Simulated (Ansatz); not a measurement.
Al$_{10}$P$_{11}$ (slab)

```xyz
21
Lattice="5.4703 0.0000 0.0000 -2.7352 6.1160 0.0000 0.0000 0.0000 27.2321" Properties=species:S:1:pos:R:3 pbc="T T T"
P    -1.3676    4.2812    7.5000
Al    2.7352    2.4464    8.1116
P     4.1028    0.6116    8.7232
Al    0.0000    4.8928    9.3349
P     1.3676    3.0580    9.9465
Al    0.0000    1.2232   10.5581
P    -1.3676    5.5044   11.1695
Al    2.7352    3.6696   11.7811
P     4.1028    1.8348   12.3928
Al    2.7352    0.0000   13.0044
P     1.3676    4.2812   13.6160
Al    0.0000    2.4464   14.2277
P     1.3676    0.6116   14.8393
Al    2.7352    4.8928   15.4509
P    -1.3676    3.0580   16.0626
Al    2.7352    1.2232   16.6739
P     1.3676    5.5044   17.2856
Al    0.0000    3.6696   17.8972
P     1.3676    1.8348   18.5088
Al    0.0000    0.0000   19.1204
P    -1.3676    4.2812   19.7321
```

Not relaxed (largest force 2.0 eV/Å); computed without spin polarisation.

The calculation used DFT PBEsol, scalar-relativistic, plane waves, PAW in Ansatz.

The density is the valence pseudo-density of a PAW calculation; it isn't the true density close to the nuclei.

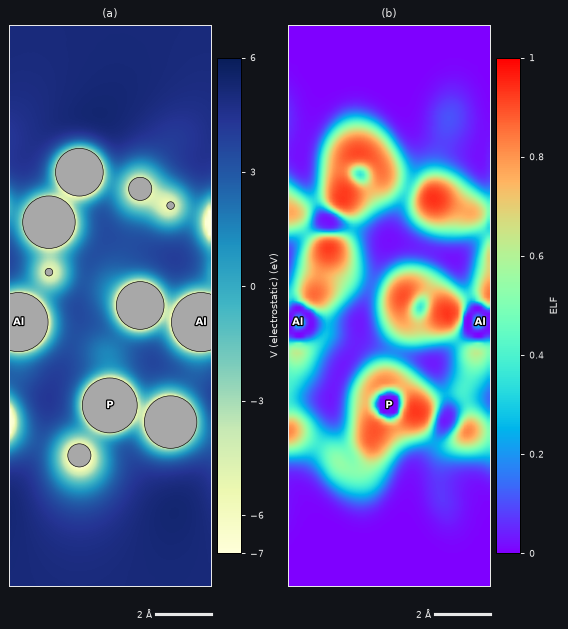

Figure 1. (a) electrostatic potential (local pseudopotential plus Hartree) felt by an electron; (b) ELF on the (100) plane of the calculation cell, a cut from vacuum to vacuum. Grey discs cover the atomic cores in the potential map.

### What do the fields say about this system?

The section cuts through P and Al sites. Atoms just off the plane (Al, 0.5 Å away and P, 0.5 Å away) can leave unmarked features too. The ELF also peaks beside P, away from the bonds: lone-pair regions. Outside the cores the potential energy rises away from the atoms and is highest in the vacuum; its zero is arbitrary.

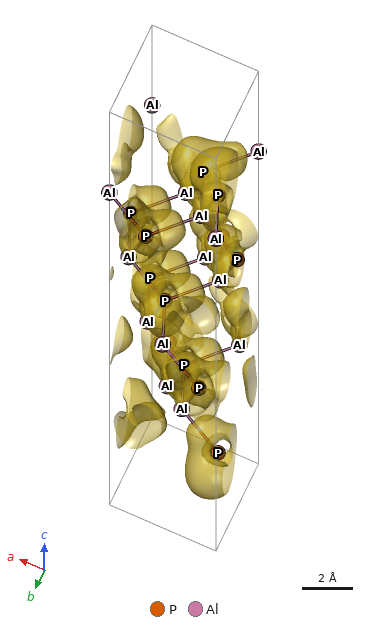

Figure 2. Isosurface of the ELF at 0.75 (yellow), seen at an oblique angle. Only the valence region is drawn (cores and ρ < 0.01 e/Å³ removed). Sticks mark near contacts.

### Where are the electrons localised?

The ELF exceeds this value in eleven regions on P in which the atom's valence shell and bonds are merged, counted in one cell of 21 atoms. Counts are for one cell; the picture repeats the cell along the surface. Profiles from the grid: Al–P (2.37 Å): the ELF peaks at about 0.95 between the atoms.

### Metal or insulator at this level of theory?

It is metallic or semimetallic at this level of theory: no gap opens.
